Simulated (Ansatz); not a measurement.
Take the following structure.

```
La
1.0
     4.30356    0.00000    0.00000
     0.00000    4.30356    0.00000
     0.00000    0.00000    4.30356
La
2
Direct
  0.00000 0.00000 0.00000
  0.50000 0.50000 0.50000
```

### Describe what this structure looks like.

The element is lanthanum. It belongs to space group Im-3m (No. 229) and has a body-centred cubic lattice. This arrangement goes by the name body-centred cubic (W type). The cell holds two atoms. Each La atom is coordinated by eight La in a cubic arrangement at 3.73 Å. The bonds build a three-dimensional framework.

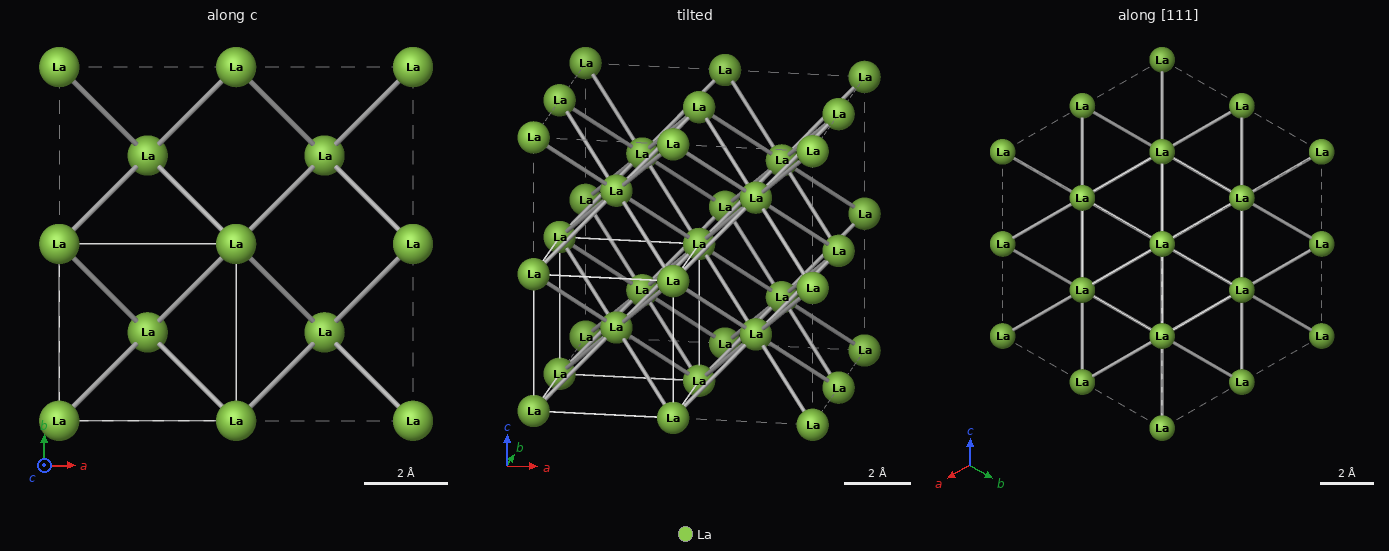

Ball-and-stick representation of a periodic structure, projected along the c axis, slightly off an axis and along [111]. A 2×2×2 array of cells is drawn; the conventional unit cell has the solid edges.

Origin of the cell: a structure listed in the Materials Project. The cell was then strained or its atoms displaced on purpose. It went into a calculation with Ansatz.

At this level of theory the cell isn't at rest (stretched, at -4 GPa), so its distances can differ from those at equilibrium, the more so the softer the solid.
